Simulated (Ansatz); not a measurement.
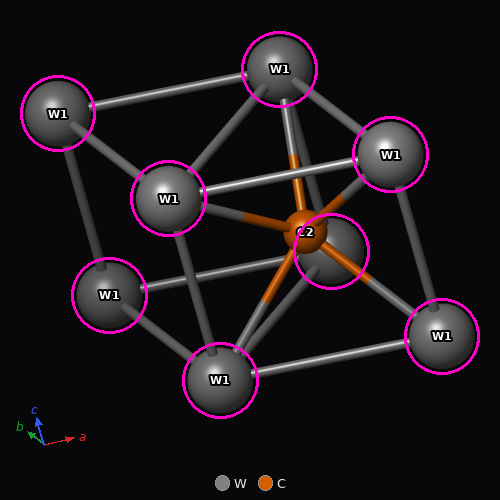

The system is WC (P-6m2, No. 187; 2 atoms in the cell); the picture shows the reference structure. Atom W1 is moved over a plane while all other atoms and the cell stay fixed (its periodic images move with it) (x along [1 0 0], y along [1 2 0], z along [0 0 1] of the conventional cell). Coordinates scanned: (1) shift of W1 along x; (2) shift of W1 along y. Grid: 5 × 5 points; 15 points were computed and 10 follow by symmetry. All energies are given in eV per cell relative to the lowest grid point. The reference cell is the one listed in the database, not relaxed at this level. Theory: DFT PBE, scalar-relativistic, plane waves, PAW (Ansatz). Settings: cutoff 420 eV, k-mesh 18×18×16 in the order of the run's cell vectors, gaussian smearing 0.15 eV, no spin polarisation.

Its coordinates:

```xyz
2
Lattice="2.9005 0.0000 0.0000 -1.4503 2.5119 0.0000 0.0000 0.0000 2.8290" Properties=species:S:1:pos:R:3 pbc="T T T"
W     0.0000    0.0000    0.0000
C     1.4503    0.8373    1.4145
```

Range: shift of W1 along x from −0.2 to 0.2 Å; shift of W1 along y from −0.2 to 0.2 Å.

> What landscape does the calculation give?

The lowest grid point is at shift of W1 along x = 0.0 Å, shift of W1 along y = 0.0 Å. No other kind of well shows on this grid. The highest grid point, shift of W1 along x = −0.2 Å, shift of W1 along y = 0.2 Å, lies 0.682 eV above the lowest. Near the minimum the well is nearly round, with a curvature of about 16 eV/Å².

| shift of W1 along y ↓, shift of W1 along x → | −0.2 | −0.1 | 0.0 | 0.1 | 0.2 |
| --- | --- | --- | --- | --- | --- |
| 0.2 | 0.682 | 0.388 | 0.289 | 0.388 | 0.682 |
| 0.1 | 0.436 | 0.167 | 0.076 | 0.167 | 0.436 |
| 0.0 | 0.317 | 0.080 | 0.000 | 0.080 | 0.317 |
| −0.1 | 0.357 | 0.152 | 0.084 | 0.152 | 0.357 |
| −0.2 | 0.569 | 0.402 | 0.347 | 0.402 | 0.569 |

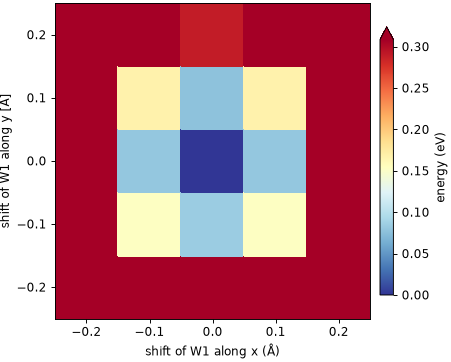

In the figure: one coloured cell a grid point, one colour for all values above the top of the scale.
